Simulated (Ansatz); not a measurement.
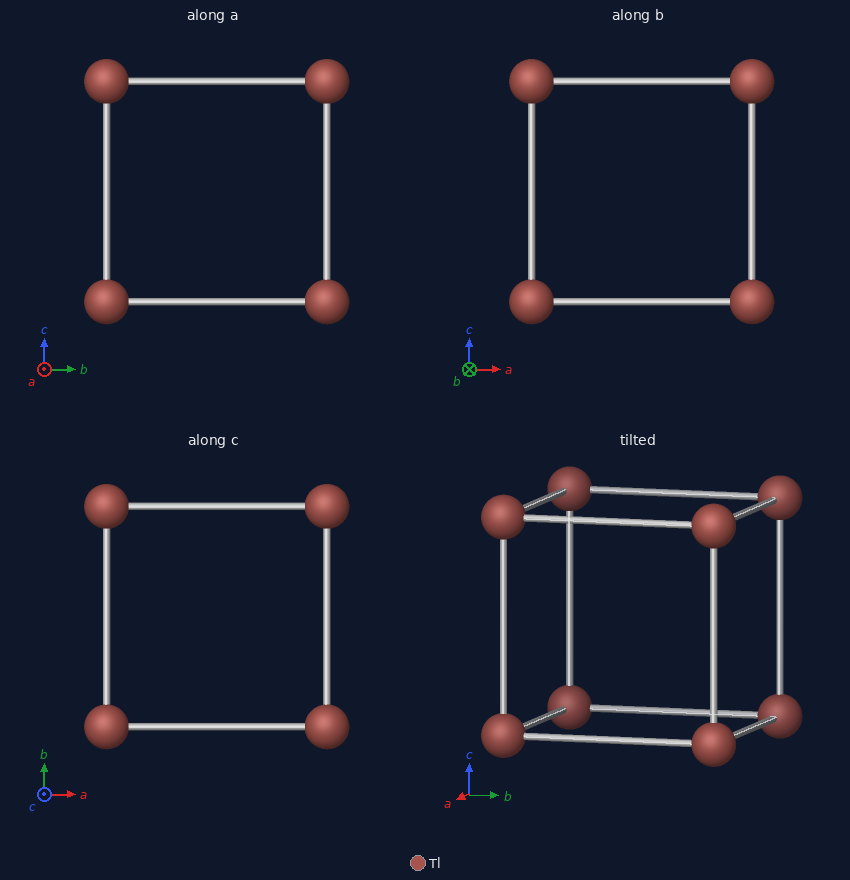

Crystal structure, ball-and-stick style, seen along the a axis, along the b axis, along the c axis and slightly off an axis. One conventional unit cell is framed, with atoms on its boundary repeated.

Lattice parameters: a = 3.273 Å, b = 3.273 Å, c = 3.273 Å, α = 90.00°, β = 90.00°, γ = 90.00°.

### Convert the drawing into a table of Wyckoff sites.

Space group Pm-3m (No. 221).
| atom | site | x | y | z |
| --- | --- | --- | --- | --- |
| Tl | 1a | 0.0000 | 0.0000 | 0.0000 |

The model was built from a structure type filled with this element by a generator (whether the element takes this form wasn't checked). The cell was then strained or its atoms displaced on purpose. Ansatz was used for an electronic-structure calculation on it.
